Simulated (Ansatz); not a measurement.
Input file:

```
crystal:
  lattice:
    - [2.8471820029, 0.0, 0.0]
    - [-1.4235960345, 2.4657323933, 0.0]
    - [0.0, 0.0, 2.7397451611]
  atoms:
    - { symbol: Co, position: [0.0, 0.0, 0.5], spin: 2.0 }
    - { symbol: O, position: [0.66667, 0.33333, 0.0] }
hamiltonian:
  xc: pbe
  pseudopotentials: { kind: paw }
magnetization:
  spin_polarized: true
kpoints:
  mp_grid: { grid: [11, 11, 10] }
scf:
  occupations: { method: fermi_dirac, width: 0.05 }
output:
  forces: true
  stress: true
  eigenvalues: true
  write_density: true
  write_potential: true
  elf: true
  volumetric_format: npy
```

Launched as:

```sh
ansatz run input.yaml --threads 2 --pin off --max-ram 5632MiB --backend cpu --events-out ev --progress --plain --runs-dir out
```

Below, planes, directions and counts refer to the conventional cell (a = 2.85 Å, b = 2.85 Å, c = 2.74 Å, α = 90.00°, β = 90.00°, γ = 120.00°).

Space group P-6m2; a generated structure, not necessarily the stable one; computed pressure about −4 GPa in this cell; spin-polarised.

Method: Kohn-Sham DFT of a periodic cell, PBE, Ansatz PAW in Ansatz.

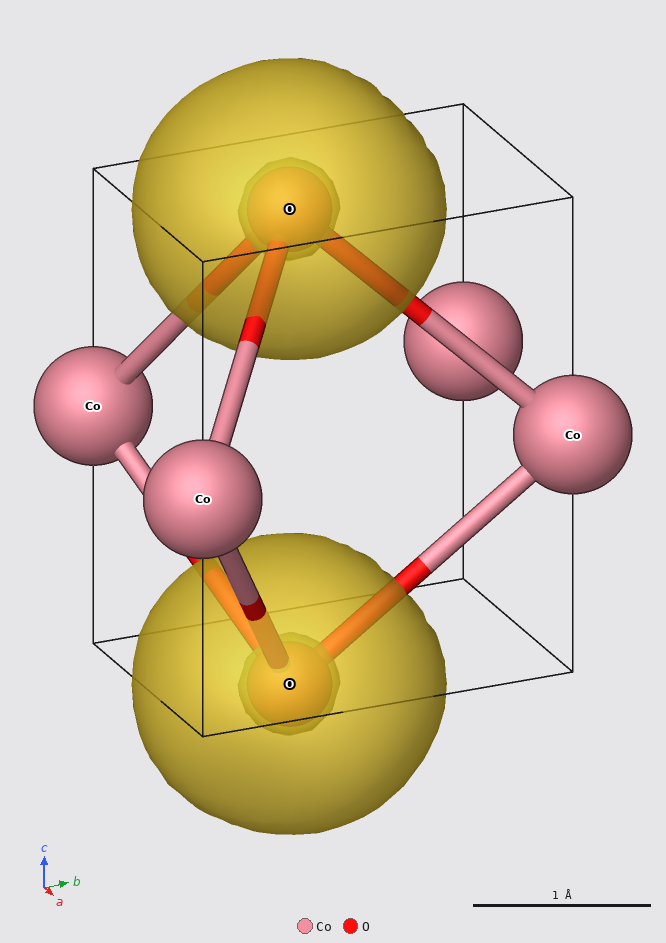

CoO. Isosurface of the electron localisation function at 0.6 (yellow), seen slightly off an axis. Only the valence region is drawn (cores and ρ < 0.01 e/Å³ removed). Sticks mark near contacts.

In a PAW calculation such maps are meaningful between the atoms, not at the nuclei.

> Where are the electrons localised?

The ELF exceeds this value in one region wrapped around O (its valence shell), counted in one cell of 2 atoms. Regions shared between cells count once. Profiles from the grid: Co–O (2.14 Å): the ELF peaks at about 0.80 in the valence shell of O, 0.6 Å from its nucleus, and is about 0.15 at the midpoint; no localised pair shows between them.

> Metal or insulator at this level of theory?

It is metallic or semimetallic at this level of theory: no gap opens; semilocal functionals without U, or without the true magnetic order, often close the gap of such compounds.
